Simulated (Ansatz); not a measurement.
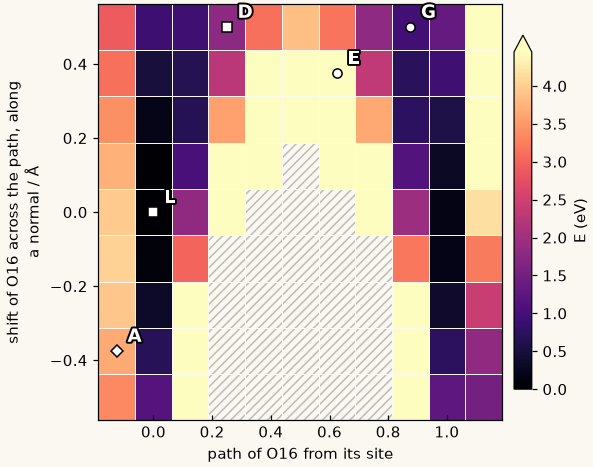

SiO₂ (P3_121 phase) with one O vacancy (17 atoms in the cell, cell charge +2). An atom moved over a plane that holds its own site and a neighbouring vacancy (x along [−1 0 1], y along [3 0 1], z along [0 1 0] of the conventional cell). The first coordinate is: path of O16 from its site (0) to the vacancy (1), 2.633 Å; the second: shift of O16 across the path, along a normal. Nothing is relaxed (all other atoms held at the sites of the perfect crystal). Grid: 11 × 9 points. At 24 points there is no value (left out of the scan, as a rule where atoms come close). Points are written as (first, second). Energies are in eV per cell, from the lowest grid point. The cell is charged on a uniform background, without a charge correction. Theory: DFT PBE, scalar-relativistic, plane waves, PAW in Ansatz. Settings: cutoff 420 eV, k-mesh 4×4×2, gaussian smearing 0.05 eV, no spin polarisation.

The picture shows one coloured cell a grid point, one colour for all values above the top of the scale, hatched blanks where no value was computed, lettered points.

### Rank the lettered points by energy, lowest first.

L (0.0 eV), G (1.0 eV), D (1.8 eV), A (3.7 eV), E (4.9 eV).

PAW datasets: the set soft_1.
